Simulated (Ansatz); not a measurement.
# The honeycomb GaN bilayer (AB) between two gates

Aim: screening and gap of the neutral honeycomb GaN bilayer (AB) between oppositely charged gates.

Calculated with Ansatz 0.2.0; plane-wave DFT, PBE-D3(BJ), Ansatz PAW.

### Step 1. The starting structure

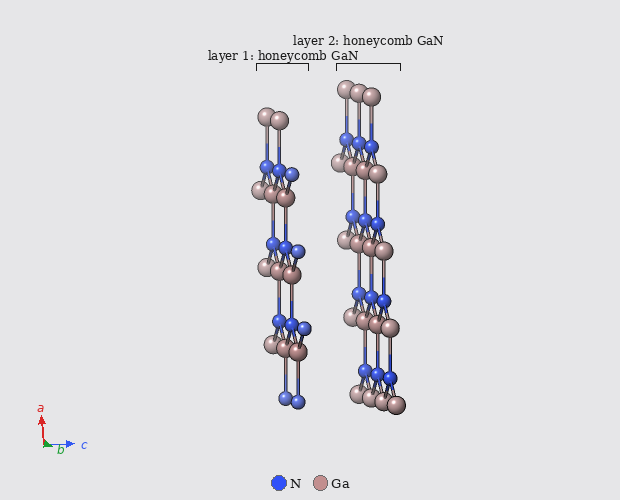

The cell as given, from the side, with the c axis across the page (nitrogen blue, gallium pink). 3×2×1 cells are drawn. Some periodic images of atoms are drawn too.

The cell holds 4 atoms: 2 N and 2 Ga. Its edges and angles: a = 3.210 Å, b = 3.210 Å, c = 37.400 Å, α = 90.0°, β = 90.0°, γ = 120.0°. Regions: layer 1: honeycomb GaN, 2 atoms (1 N and 1 Ga); layer 2: honeycomb GaN, 2 atoms (1 N and 1 Ga). Vacuum lies along c.

### Step 2. Relaxation

The starting cell is a guess, so the in-plane lattice and the atoms are relaxed first, with the slab cut off from its images along the normal.

Contents of input.yaml:

```yaml
crystal:
  lattice:
    - [3.21, 0.0, 0.0]
    - [-1.605, 2.7799415461, 0.0]
    - [0.0, 0.0, 37.3999999994]
  atoms:
    - { symbol: "N", position: [0.6666666667, 0.3333333333, 0.4572192513] }
    - { symbol: Ga, position: [0.3333333333, 0.6666666667, 0.4572192513] }
    - { symbol: "N", position: [0.0, 0.0, 0.5427807487] }
    - { symbol: Ga, position: [0.6666666667, 0.3333333333, 0.5427807487] }
  periodic: [true, true, false]
kpoints:
  mp_grid: { grid: [12, 12, 1] }
hamiltonian:
  xc: pbe
  dispersion: d3bj
scf:
  occupations: { method: fermi_dirac, width: 0.05 }
  convergence: { dr2_threshold: 1.0e-09 }
relax:
  f_tol: 0.004
  max_steps: 90
  cell: {}
output:
  write_potential: true
  write_density: true
  volumetric_format: npy
```

Started as:

```
$ ansatz run input.yaml --threads 4 --pin off --max-ram 8192MiB --backend cpu --events-out ev --progress --plain --runs-dir out
```

The runs that follow: gated layer, displacement field 0, start network; gated layer, displacement field 0.905 V/nm; gated layer, displacement field 1.81 V/nm; gated layer, displacement field 2.71 V/nm; gated layer, displacement field 3.62 V/nm; gated layer, displacement field -1.81 V/nm; the series together; the same run with other settings. Settings of the main run: cutoff 420 eV, 54×54×1 k-mesh, Fermi-Dirac occupations, smearing width 0.02585 eV, 2 layers, stack honeycomb GaN bilayer (AB), gates two, opposite, displacement field 0, PAW set soft 2, distance from the layer to a gate 5 Å.

What does the calculation give for the gap with uncharged gates and gap at 3.62 V/nm?

The gap goes from 1.71 to 1.53 eV at 3.6 V/nm. The layers screen the field: the voltage is that of a vacuum gap 5.0 Å narrower than the real distance. The gates are charged sheets behind model barriers, not atoms. Gaps are the smaller of those on the path and on the mesh; band edges between these points would make them smaller still.

* gap with uncharged gates: 1.71 eV
* electrostatic distance between the gates: 8.13 Å
* geometric distance between the gates: 13.1 Å
* gap at 3.62 V/nm: 1.53 eV

Spin-orbit coupling is left out.

[Logs are printed without paths, hosts, clocks, repeated set-up lines and the standing remarks that a program may print on its own settings, such as how far it seeks lower states.]

[Hosts, paths, dates, database ids (printed as entryN), source tags and the programs' standing remarks are cut or masked in the printed files.]

[Maps of the electrostatic potential energy from Ansatz leave out the sawtooth potential of an applied field or a dipole correction, so their vacuum need not be flat; planar profiles and work functions include it.]
